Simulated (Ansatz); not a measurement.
A periodic structure is given below.

```
CELL_PARAMETERS angstrom
2.97689 0.00000 0.00000
0.00000 2.97689 0.00000
0.00000 0.00000 4.03454
ATOMIC_POSITIONS crystal
W 0.00000 0.00000 0.00000
C 0.00000 0.00000 0.50000
W 0.50000 0.50000 0.50000
C 0.50000 0.50000 0.00000
```

Characterise the structure given above.

Answer. The compound is WC. Symmetry: I4/mmm (No. 139), body-centred tetragonal lattice. The cell has 4 atoms, namely 2 W, 2 C.

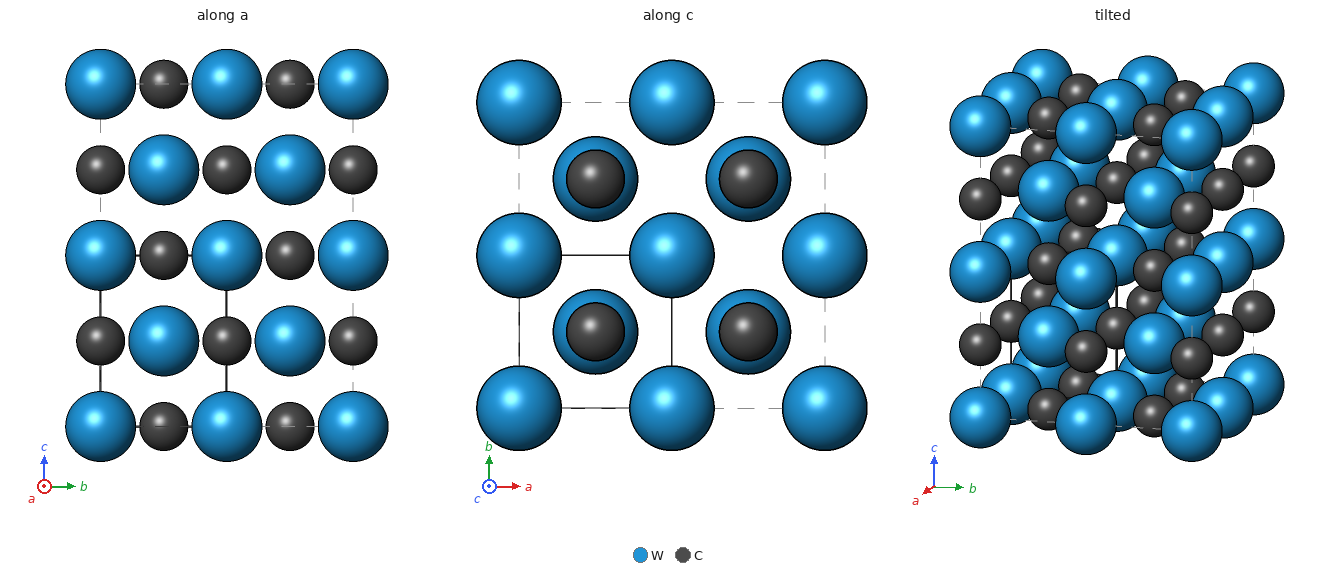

The image is a spheres-only drawing of a crystal, viewed along the a axis, along the c axis and slightly off an axis. Solid lines give the conventional unit cell, repeated here 2×2×2 times. Colours: tungsten blue, carbon dark grey.

Its origin is a structure listed in the Materials Project. The cell was then strained or its atoms displaced on purpose. A calculation with Ansatz used it as input.

At this level of theory the run's own cell isn't at rest (compressed, at 82 GPa), so its distances can differ from those at equilibrium, the more so the softer the solid.
